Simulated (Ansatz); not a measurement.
**Run report: MgZn3O4, geometry relaxation (part 2 of 3)**

Continued. System: MgZn3O4 (P1, 8 atoms in the cell). Method: DFT, PBEsol, plane waves, PAW, no spin polarisation (Ansatz 0.2.0); cutoff 420 eV, 4×4×4 k-mesh, Fermi–Dirac smearing of 0.05 eV. The structure was built on a prototype by a generator; it need not be a known phase.

Geometry of the input (Å; fractional positions):
```
4.8653  -0.0146  0.1073
-0.0146  4.9721  -0.0007
0.1073  -0.0007  4.8992
Mg -0.0039  -0.0132  0.0072
Zn 0.0101  0.5008  0.0012
Zn 0.0053  -0.0026  0.4932
Zn 0.5000  0.0046  0.0088
O  0.7827  0.2270  0.7910
O  0.2208  0.7790  0.7849
O  0.7832  0.7843  0.2130
O  0.2203  0.2209  0.2107
```

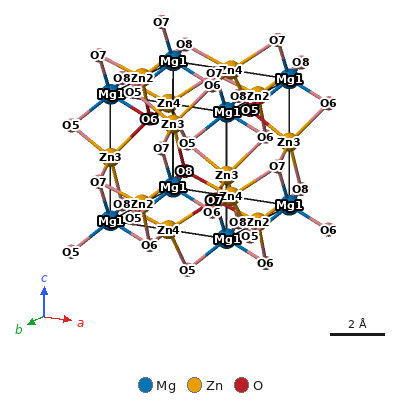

Figure 1. The geometry at step 6 of the log (ball-and-stick view of the cell of the calculation, seen at an oblique angle; neighbours outside the cell are drawn fainter; atoms are numbered from 1 in the order of the input).

Output, continued:
```
SCF iter   1: F=—  HF=-13997.710340 eV  |F-HF|=—  |Δ(HF+E_count)|=         —  Δρ=4.44e-4  dr2=1.82e-5  ethr=4.24e-7  ⟨swp⟩=3.2  Hψ=10696  notcnv=0
preconditioner: auto → Resta (q_TF=auto, 2.493 Å⁻¹)  ε∞=5.7  [insulator: Δε(μ)=1.539 eV  Ē_g=12.254 eV  σ=0.050 eV  W_gap=1.00  n_scr=26 (ndim 8)  ℏωp=26.7 eV  f_vac=0.237  D(μ)=0.00/eV (n_scr^D=0)  ε∞_Penn≈5.7]
SCF iter   2: F=—  HF=-13997.713326 eV  |F-HF|=—  |Δ(HF+E_count)|=   2.99e-3  Δρ=2.25e-4  dr2=5.85e-6  ethr=2.60e-8  ⟨swp⟩=2.3  Hψ=2680  notcnv=0
SCF iter   3: F=—  HF=-13997.714200 eV  |F-HF|=—  |Δ(HF+E_count)|=   8.74e-4  Δρ=9.49e-5  dr2=6.83e-7  ethr=8.35e-9  ⟨swp⟩=2.1  Hψ=2354  notcnv=0
SCF iter   4: F=—  HF=-13997.714379 eV  |F-HF|=—  |Δ(HF+E_count)|=   1.79e-4  Δρ=1.05e-5  dr2=7.30e-8  ethr=9.75e-10  ⟨swp⟩=2.1  Hψ=2667  notcnv=0
SCF iter   5: F=—  HF=-13997.714379 eV  |F-HF|=—  |Δ(HF+E_count)|=   3.09e-8  Δρ=3.51e-6  dr2=1.35e-8  ethr=1.04e-10  ⟨swp⟩=2.0  Hψ=2520  notcnv=0
SCF iter   6: F=—  HF=-13997.714379 eV  |F-HF|=—  |Δ(HF+E_count)|=   1.42e-8  Δρ=1.46e-6  dr2=4.08e-9  ethr=1.93e-11  ⟨swp⟩=2.0  Hψ=2518  notcnv=0
SCF iter   7: F=—  HF=-13997.714379 eV  |F-HF|=—  |Δ(HF+E_count)|=   4.18e-9  Δρ=4.95e-7  dr2=5.45e-10  ethr=5.82e-12  ⟨swp⟩=2.0  Hψ=2212  notcnv=0
SCF iter   8: F=—  HF=-13997.714379 eV  |F-HF|=—  |Δ(HF+E_count)|=  7.35e-10  Δρ=5.05e-7  dr2=3.01e-10  ethr=1.00e-12  ⟨swp⟩=2.2  Hψ=2612  notcnv=0
SCF iter   9: F=-13997.714379 eV  HF=-13997.714379 eV  |F-HF|=7.28e-12  |Δ(HF+E_count)|=  2.18e-11  Δρ=2.19e-7  dr2=6.38e-11  ethr=1.00e-12  ⟨swp⟩=6.1  Hψ=8469  notcnv=0
SCF 5 converged in 9 iterations: F = -13997.714379 eV  dr2 = 6.38e-11
relax step   5: F+E_penalty+E_count = -13997.71437926 eV  Δ(F+E_penalty+E_count) = -9.353e-3 eV  max|allowed force component| = 2.270e-3 eV/Å  Δτ_max = 0.0000 Å  P = +0.122 GPa  Ω = 120.345 Å³  stress off target by 2.96e-1 GPa  SCF on the basis re-selected at this cell (its energy is not comparable with the rows above)  (9 SCF iters)
basis re-selected at this cell: Δ(F+E_penalty+E_count) = -9.353e-3 eV, ΔP = +0.118 GPa vs the last step (what re-selecting the basis moved, of the pressure what is left beyond the Pulay correction that the steps carried, after the strain that the cell walked since its last selection, with what the two solves' SCF thresholds leave and, on support functions, any second-order correction that the steps lacked; it is no measure of the basis error at this ecutwfc). This SCF's stress stands 2.96e-1 GPa from its target on what of the cell is left free (relax.cell.stress_tol is 5.00e-2 GPa) and its largest allowed force component is 2.27e-3 eV/Å (relax.f_tol is 1.00e-2 eV/Å): not within both, so this SCF does not close the relaxation
Crystal: 8 atoms, lattice volume = 120.546 Å³
Basis set: ecut = 420 eV, 2373 PW (Γ), exchange–correlation on 72×72×72 points (8 copies of the dense FFT grid, shifted against one another)
iter 1 solved again at ethr=2.11e-7 eV; its pass at ethr=3.10e-3 eV (dr2=1.47e-4 eV) is discarded
SCF iter   1: F=—  HF=-13997.714153 eV  |F-HF|=—  |Δ(HF+E_count)|=         —  Δρ=5.80e-4  dr2=1.35e-4  ethr=2.11e-7  ⟨swp⟩=3.1  Hψ=7309  notcnv=0
preconditioner: auto → Resta (q_TF=auto, 2.492 Å⁻¹)  ε∞=5.7  [insulator: Δε(μ)=1.541 eV  Ē_g=12.244 eV  σ=0.050 eV  W_gap=1.00  n_scr=26 (ndim 8)  ℏωp=26.6 eV  f_vac=0.238  D(μ)=0.00/eV (n_scr^D=0)  ε∞_Penn≈5.7]
SCF iter   2: F=—  HF=-13997.714050 eV  |F-HF|=—  |Δ(HF+E_count)|=   1.03e-4  Δρ=2.76e-4  dr2=3.47e-5  ethr=1.93e-7  ⟨swp⟩=2.3  Hψ=2689  notcnv=0
SCF iter   3: F=—  HF=-13997.714046 eV  |F-HF|=—  |Δ(HF+E_count)|=   3.38e-6  Δρ=1.16e-4  dr2=1.26e-5  ethr=4.96e-8  ⟨swp⟩=2.0  Hψ=2580  notcnv=0
SCF iter   4: F=—  HF=-13997.714044 eV  |F-HF|=—  |Δ(HF+E_count)|=   2.13e-6  Δρ=2.58e-5  dr2=1.07e-6  ethr=1.80e-8  ⟨swp⟩=2.1  Hψ=2408  notcnv=0
SCF iter   5: F=-13997.714045 eV  HF=-13997.714045 eV  |F-HF|=1.01e-8  |Δ(HF+E_count)|=   5.51e-7  Δρ=9.03e-6  dr2=1.15e-7  ethr=3.12e-10  ⟨swp⟩=9.0  Hψ=11215  notcnv=0
SCF 6 converged in 5 iterations: F = -13997.714045 eV  dr2 = 1.15e-7
relax step   6: F+E_penalty+E_count = -13997.71404489 eV  Δ(F+E_penalty+E_count) = +3.344e-4 eV  max|allowed force component| = 1.761e-3 eV/Å  Δτ_max = 0.0033 Å  P = +0.013 GPa  Ω = 120.546 Å³  energy of the carried Pulay correction = -6.849e-4 eV  (5 SCF iters, dr2 threshold 2.19e-7 eV, accepted)
iter 1 solved again at ethr=3.38e-7 eV; its pass at ethr=3.10e-3 eV (dr2=2.37e-4 eV) is discarded
SCF iter   1: F=—  HF=-13997.714310 eV  |F-HF|=—  |Δ(HF+E_count)|=         —  Δρ=1.12e-4  dr2=5.31e-7  ethr=3.38e-7  ⟨swp⟩=3.2  Hψ=10664  notcnv=0
preconditioner: auto → Resta (q_TF=auto, 2.492 Å⁻¹)  ε∞=5.7  [insulator: Δε(μ)=1.542 eV  Ē_g=12.245 eV  σ=0.050 eV  W_gap=1.00  n_scr=26 (ndim 8)  ℏωp=26.6 eV  f_vac=0.238  D(μ)=0.00/eV (n_scr^D=0)  ε∞_Penn≈5.7]
SCF iter   2: F=—  HF=-13997.714604 eV  |F-HF|=—  |Δ(HF+E_count)|=   2.94e-4  Δρ=5.73e-5  dr2=2.08e-7  ethr=7.58e-10  ⟨swp⟩=3.0  Hψ=3258  notcnv=0
SCF iter   3: F=—  HF=-13997.714699 eV  |F-HF|=—  |Δ(HF+E_count)|=   9.43e-5  Δρ=2.62e-5  dr2=5.00e-8  ethr=2.97e-10  ⟨swp⟩=2.3  Hψ=2556  notcnv=0
SCF iter   4: F=—  HF=-13997.714723 eV  |F-HF|=—  |Δ(HF+E_count)|=   2.46e-5  Δρ=2.79e-6  dr2=1.06e-8  ethr=7.14e-11  ⟨swp⟩=2.3  Hψ=2650  notcnv=0
SCF iter   5: F=—  HF=-13997.714723 eV  |F-HF|=—  |Δ(HF+E_count)|=   6.82e-8  Δρ=1.78e-6  dr2=5.58e-9  ethr=1.51e-11  ⟨swp⟩=2.0  Hψ=2520  notcnv=0
SCF iter   6: F=—  HF=-13997.714723 eV  |F-HF|=—  |Δ(HF+E_count)|=   8.97e-9  Δρ=6.77e-7  dr2=7.37e-10  ethr=7.98e-12  ⟨swp⟩=2.0  Hψ=2520  notcnv=0
SCF iter   7: F=—  HF=-13997.714723 eV  |F-HF|=—  |Δ(HF+E_count)|=  6.69e-10  Δρ=3.22e-7  dr2=1.26e-10  ethr=1.05e-12  ⟨swp⟩=2.1  Hψ=2558  notcnv=0
SCF iter   8: F=-13997.714723 eV  HF=-13997.714723 eV  |F-HF|=4.18e-11  |Δ(HF+E_count)|=  2.36e-11  Δρ=1.31e-7  dr2=2.38e-11  ethr=1.00e-12  ⟨swp⟩=6.9  Hψ=7659  notcnv=0
SCF 7 converged in 8 iterations: F = -13997.714723 eV  dr2 = 2.38e-11
relax step   7: F+E_penalty+E_count = -13997.71472323 eV  Δ(F+E_penalty+E_count) = -6.783e-4 eV  max|allowed force component| = 1.790e-3 eV/Å  Δτ_max = 0.0000 Å  P = +0.015 GPa  Ω = 120.546 Å³  stress off target by 4.01e-2 GPa  SCF on the basis re-selected at this cell (its energy is not comparable with the rows above)  (8 SCF iters)
```

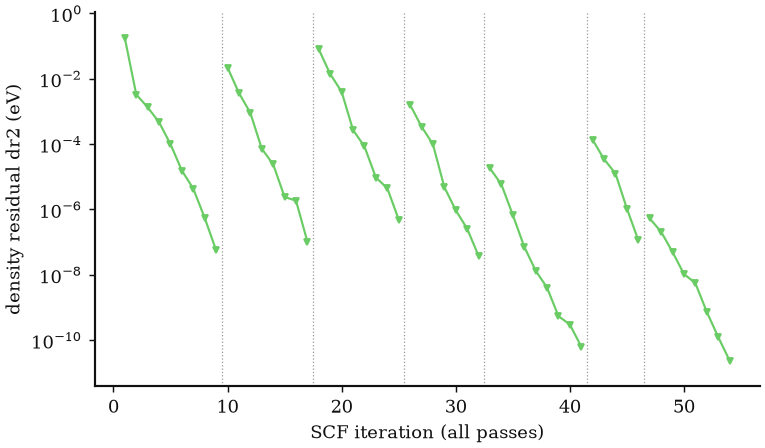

Figure 2. Convergence of the self-consistent field: density residual dr2 against the SCF iteration. The dotted lines part the SCF passes of the relaxation: geometry steps, rejected trials and re-solves on a re-selected basis. The 7 passes take 5 to 9 iterations each, 54 in all.

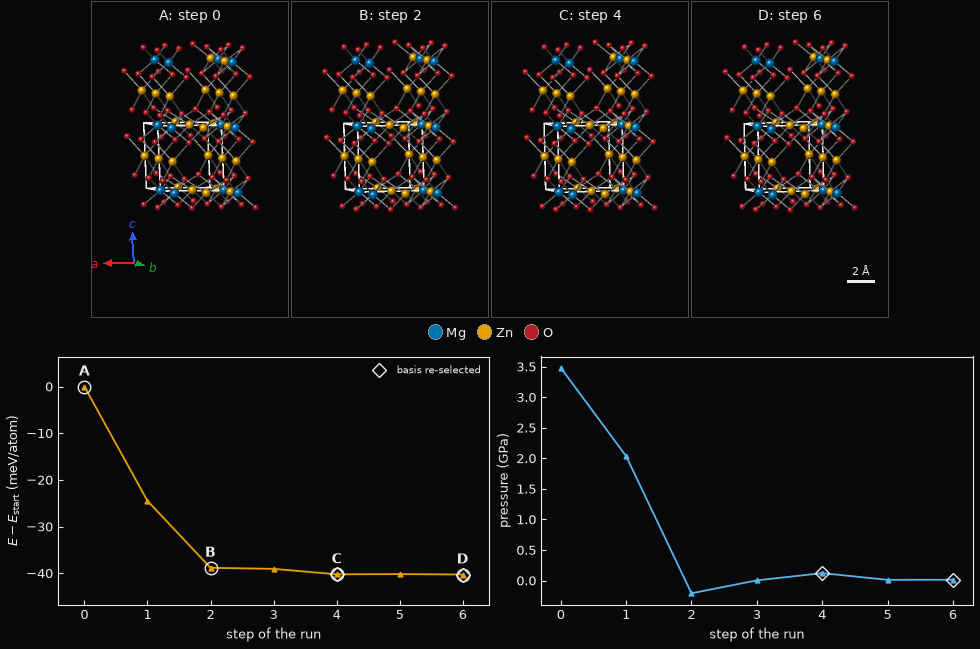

Figure 3. Frames of the relaxation (ball-and-stick view of the cell of the calculation, repeated 1 × 2 × 2, with bonded neighbours outside it, seen at an oblique angle) above the curves, on which the letters mark them (the first geometry is step 0 here and step 1 in the log).

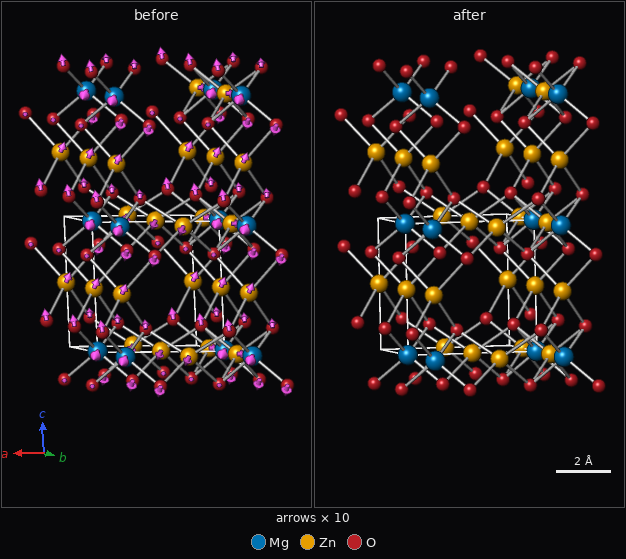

Figure 4. Before (left) and after (right) the relaxation, at one scale (ball-and-stick view of the cell of the calculation, repeated 1 × 2 × 2, with bonded neighbours outside it, seen at an oblique angle). The pink arrows give the displacements (without the part carried along by the change of the cell), magnified 10 times. Over 4 geometry steps the energy falls by 40.2 meV per atom. The largest force component goes from 2.7 to 0.0018 eV/Å. Pressure: 3.48 GPa at the start and 0.01 GPa at the end. 1 further SCF at an unchanged geometry re-selected the plane-wave basis for the new cell. Mg1 moves most relative to the cell: 0.079 Å. Largest moves by element: Mg 0.079 Å, O 0.058 Å, Zn 0.045 Å. The volume changes by +1.8 %, with a 4.867 → 4.940 Å (+1.5 %), b 4.972 → 4.940 Å (−0.6 %), c 4.900 → 4.940 Å (+0.8 %), β 87.5° → 89.9°, γ 90.3° → 90.0°. Distances before and after: Mg1–O7 1.732 → 1.875 Å, Zn4–O8 1.972 → 2.066 Å, Zn2–O6 1.994 → 2.066 Å, Mg1–O5 1.934 → 1.875 Å. Among the angles that change: O5–Mg1–O8 104.1° → 109.5°, O7–Zn4–O8 120.8° → 116.8°, Zn3–O8–Zn4 111.6° → 115.3°. The space group (tolerance 0.01 Å) goes from P1 (No. 1) to P-43m (No. 215). The energy change given includes the shifts at the re-selections in mid-walk, which come without any move. A last SCF at the same geometry on a re-selected plane-wave basis shifts the energy by −0.1 meV per atom. (Atoms are counted from 1 in the order of the input.)

```
basis re-selected at this cell: Δ(F+E_penalty+E_count) = -6.783e-4 eV, ΔP = +0.002 GPa vs the last step (what re-selecting the basis moved, of the pressure what is left beyond the Pulay correction that the steps carried, after the strain that the cell walked since its last selection, with what the two solves' SCF thresholds leave and, on support functions, any second-order correction that the steps lacked; it is no measure of the basis error at this ecutwfc). This SCF's stress stands 4.01e-2 GPa from its target on what of the cell is left free (relax.cell.stress_tol is 5.00e-2 GPa) and its largest allowed force component is 1.79e-3 eV/Å (relax.f_tol is 1.00e-2 eV/Å): within both
SCF converged after 8 iterations
Free energy (F): -13997.714723 eV
Harris-Foulkes:  -13997.714723 eV  (|F-HF|=4.18e-11)
Internal energy: -13997.714723 eV  (E = F + TS)
E sigma→0 (E₀):  -13997.714723 eV
Entropy (-TS):   -0.000000 eV (-0.000 meV/atom)
Fermi energy:    3.897575 eV
--- Per-component energies (eV) ---
  E_band       = -463.307448
  E_kinetic    = 1165.625608
  E_local      = -10257.992270  (includes V_loc(G=0)·N_el)
  E_nonlocal   = 2149.315361
  E_hartree    = 4208.063502
  E_xc         = -724.107361
  E_vxc        = -564.848135  (∫ρ·V_xc dr)
  E_paw        = -6271.594167  (= ΣΔE_a)
  E_vpaw       = -1371.543262  (= ΣTr[D̂ρ^β])
  E_aug_tail   = 0.008262  (compensation charges beyond the density's cutoff)
  E_ewald      = -4269.625737
  E_core_change = 2.592079  (= ΣΔE_core)
  E_smearing   = -0.000000  (= −TS)
  E_closure    = 0.000000  (closes the sum)
  Σ components = -13997.714723   (vs F -13997.714723, Δ=0.00e0)
--- Forces (eV/Å), atoms counted from 1 ---
  atom   1  Mg     0.00040772    -0.00076173    -0.00054434
  atom   2  Zn    -0.00015040     0.00045225     0.00035630
  atom   3  Zn    -0.00023850     0.00074597     0.00015911
  atom   4  Zn    -0.00021423     0.00056553     0.00001247
  atom   5  O     -0.00145042     0.00113723    -0.00156897
  atom   6  O      0.00097525    -0.00167287    -0.00095852
  atom   7  O     -0.00099164    -0.00178930     0.00101050
  atom   8  O      0.00166218     0.00132534     0.00153366
  max |Σ_I F_I| component: 2.41e-6 eV/Å
--- Stress (GPa, compression-positive) ---
        0.019756      -0.000992      -0.021658
       -0.000992       0.007684       0.000755
       -0.021658       0.000755       0.016839
  P = ⅓ Tr σ = 0.0148 GPa (0.148 kbar)
--- Band table (eV; the first three rows and the last of 36) ---
  k-point 0: bands = ["-68.4323", "-35.4205", "-35.4204", "-35.4204", "-13.6214", "-12.8342", "-12.8334", "-12.8324", "-2.1893", "-2.0059", "-2.0058", "-2.0056", "-1.9350", "-1.9348", "-1.5838", "-1.5835", "-1.5833", "-1.3713", "-1.3712", "-1.1534", "-1.1533", "-1.1533", "-1.1130", "-0.2283", "-0.2283", "1.5362", "1.5380", "1.5399", "1.6130", "1.8007", "1.8022", "1.8044", "3.0590", "3.0599", "3.0611", "4.6026", "9.0558", "9.0587", "9.0618", "10.9871", "10.9876", "14.3001", "14.4503"]
  k-point 1: bands = ["-68.4323", "-35.4208", "-35.4204", "-35.4204", "-13.5530", "-12.9062", "-12.8325", "-12.8324", "-2.1906", "-2.1129", "-1.9775", "-1.9773", "-1.8471", "-1.8460", "-1.6278", "-1.6277", "-1.6011", "-1.4388", "-1.3422", "-1.1948", "-1.1441", "-1.0926", "-1.0925", "-0.2949", "0.1162", "1.1891", "1.1894", "1.3419", "1.5839", "1.7513", "2.0831", "2.0835", "2.5677", "2.9924", "2.9926", "5.5584", "8.6829", "9.6398", "9.6404", "10.9795", "11.1183", "13.8562", "13.8956"]
  k-point 2: bands = ["-68.4322", "-35.4212", "-35.4205", "-35.4204", "-13.4641", "-12.9997", "-12.8317", "-12.8316", "-2.2752", "-2.0978", "-1.9433", "-1.9432", "-1.7232", "-1.7154", "-1.6743", "-1.6743", "-1.6533", "-1.5623", "-1.2519", "-1.2380", "-1.2311", "-1.0282", "-1.0281", "-0.3683", "0.7342", "0.8899", "0.9545", "0.9548", "1.4324", "1.7022", "2.2884", "2.2887", "2.3538", "2.8830", "2.8833", "6.6662", "7.9155", "10.4771", "10.4777", "10.9719", "11.3633", "13.3407", "13.3409"]
```
